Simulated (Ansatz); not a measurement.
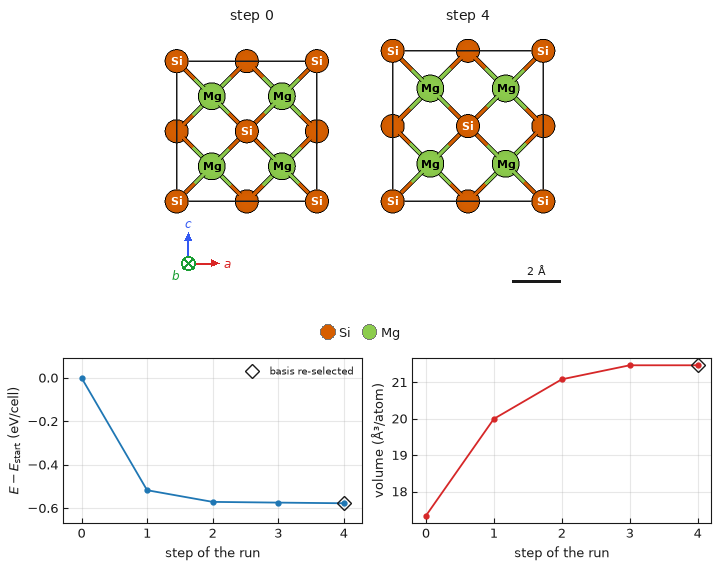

First and last geometry of a relaxation of a crystal of Mg2Si (built on the antifluorite type), with the history of the run. The picture is a ball-and-stick view of the conventional cell (4 times the calculation's cell), seen along the b axis. Lengths and directions refer to the drawn axes.

These are results of Ansatz 0.2.0, DFT, PBE, plane waves, PAW, not measurements. (plane-wave cutoff 420 eV; k-point mesh 6 × 6 × 6; occupations fermi dirac; smearing width 0.02 eV; no spin polarisation; cell and atoms relaxed; force threshold 0.005 eV/Å)

Q: What do the curves and the structures tell?

A: It converged. Over 3 accepted moves (4 points after the start) the energy falls by 0.578 eV per cell of the calculation. All forces vanish by symmetry, so only the cell relaxes. The pressure goes from 17.72 to 0.03 GPa. At 1 point the geometry stayed and the basis and grid were re-selected for the new cell (energy shift of 3.0 meV per cell of the calculation at most each time). The atoms keep their places relative to the cell (all moves are under 0.005 Å). The volume changes by +23.8 %, with a = b = c 5.925 → 6.363 Å (+7.4 %). Some distances before and after: Mg–Si 2.566 → 2.755 Å. The space group stays Fm-3m (No. 225).

```tsv
step	E − E(0), meV/atom	pressure, GPa	volume, Å³/atom	note
0	0.00	17.72	17.333	
1	-172.47	4.46	19.993	
2	-190.40	1.00	21.079	
3	-191.51	-0.04	21.465	
4	-192.51	0.03	21.465	same geometry, new basis
```
